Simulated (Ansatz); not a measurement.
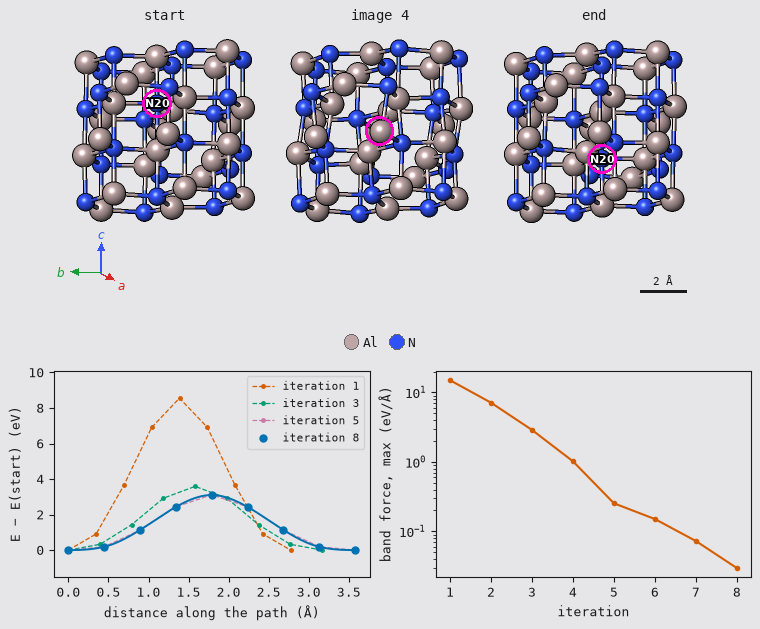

A nudged-elastic-band calculation for a defect cell of composition Al₁₂N₁₁ with an N vacancy (23 atoms in the cell). Images are numbered from 0 (start) to 8 (end). The plot follows the band through its iterations. A ball-and-stick model of the atoms within 5.0 Å of the middle of the path, seen from a free direction. The moving atom is ringed, with any periodic copies. Bonds to atoms that aren't drawn are left out.

Level of theory: DFT PBE, scalar-relativistic, plane waves, PAW (Ansatz 0.2.0). Set-up: plane-wave cutoff 420 eV; k-point mesh 6 × 6 × 2; Gaussian smearing 0.05 eV; 7 movable images; climbing image from the first iteration; force threshold 0.05 eV/Å; iteration limit 60.

How did the profile develop, and is the result final?

The run is converged, with reservations. The band converged in 8 iterations. The largest component of the band force went from 15 to 0.03 eV/Å. The climbing image converged on the top of the path. Its curvatures weren't checked. The first iteration put the highest image at 8.55 eV. The barrier is about 3.10 eV in both directions, with image 4 at the top; the ends have the same energy.

Limits of the set-up: the cell has an odd number of electrons but was run without spin polarisation; the k-point mesh is coarse for a cell with partly filled bands; the periodic images lie only 5.7 Å apart, so the values are limited by the cell's size.
